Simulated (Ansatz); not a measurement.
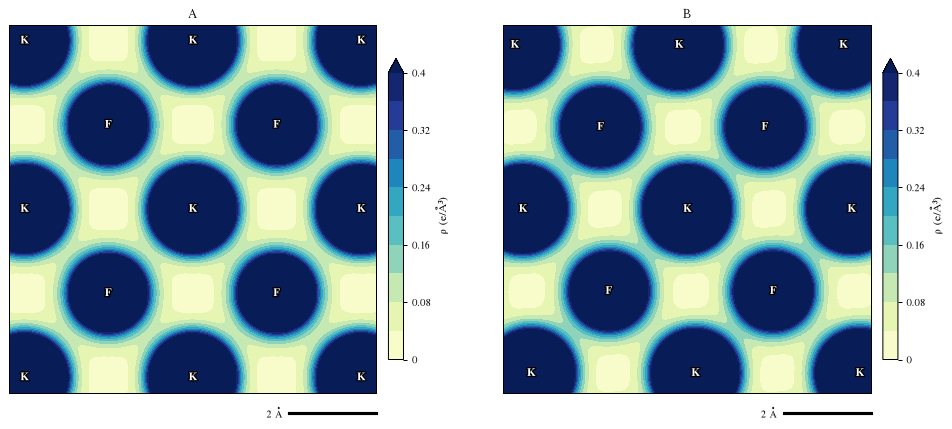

KF. The valence electron density of two cells that differ in size and shape, on the (011) plane of each (indices in the axes of the calculation cell), at one length scale and on one colour scale; one has 19.6 and the other 20.6 Å³ an atom.

These are results of DFT r2SCAN, scalar-relativistic, plane waves, PAW (Ansatz 0.2.0), not measurements.

Core electrons are frozen (PAW), and the valence fields are smoothed inside the atomic spheres.

The larger cell:

```
K F
1.0
     0.00000    2.74034    2.74034
     2.74034    0.00000    2.74034
     2.74034    2.74034    0.00000
K F
1 1
Direct
  0.00000 0.00000 0.00000
  0.50000 0.50000 0.50000
```

The smaller cell: a = 3.782 Å, b = 3.782 Å, c = 3.875 Å, α = 59.18°, β = 59.18°, γ = 61.64°.

Which is the denser cell? Describe the effect of the change.

Panel B is the smaller cell, by 5 % in volume. From the larger cell to the smaller, K–F goes from 2.74 to 2.61 Å, and the density at its midpoint from 0.1 to 0.14 e/Å³; the pressure goes from −2.6 to −1.1 GPa; the Kohn–Sham gap goes from 6.4 eV to 6.6 eV.
